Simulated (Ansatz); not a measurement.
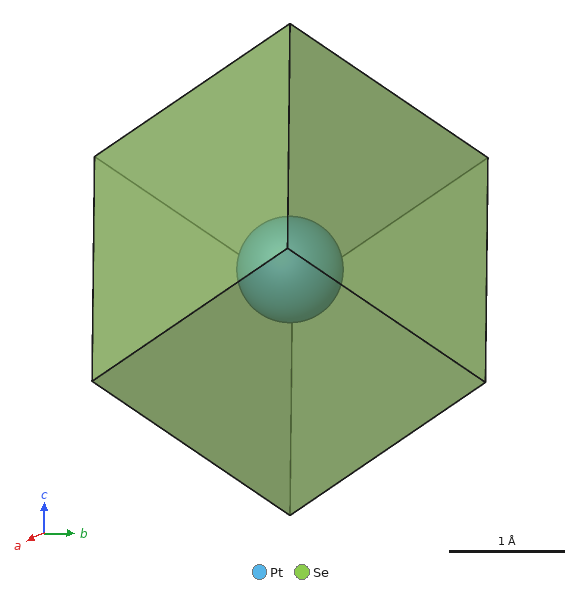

The polyhedron is the computed Voronoi (Dirichlet) cell of the central atom: each face lies in the plane that bisects the line to a neighbour. Central atom: Pt (1a) in PtSe2; faces take the colour of the neighbour behind them. Origin: coordinates from a relaxation (final pressure about 4.9 GPa) with Ansatz 0.2.0, DFT PBEsol, scalar-relativistic, plane waves, PAW.

PtSe2, space group P-3m1 (No. 164), a = 3.571 Å, b = 3.571 Å, c = 5.742 Å, α = 90.00°, β = 90.00°, γ = 120.00°

```json
{"site": "Pt", "Wyckoff": "1a", "x": "0.0000", "y": "0.0000", "z": "0.0000"}
{"site": "Se", "Wyckoff": "2d", "x": "0.3333", "y": "0.6667", "z": "0.2396"}
```

**How many faces does the cell have, and of which kinds?**

6 faces, index ⟨0,6,0,0⟩: topologically a cube (six four-edged faces).

**What is the volume of this Voronoi cell?**

15.3 Å³, against a mean of 21.1 Å³ per atom in this structure.

**Tabulate the neighbours by distance and solid angle.**

| neighbour | faces | distance (Å) | solid angle (% of sphere) |
| --- | --- | --- | --- |
| Se | 6 | 2.48 | 100.0 |
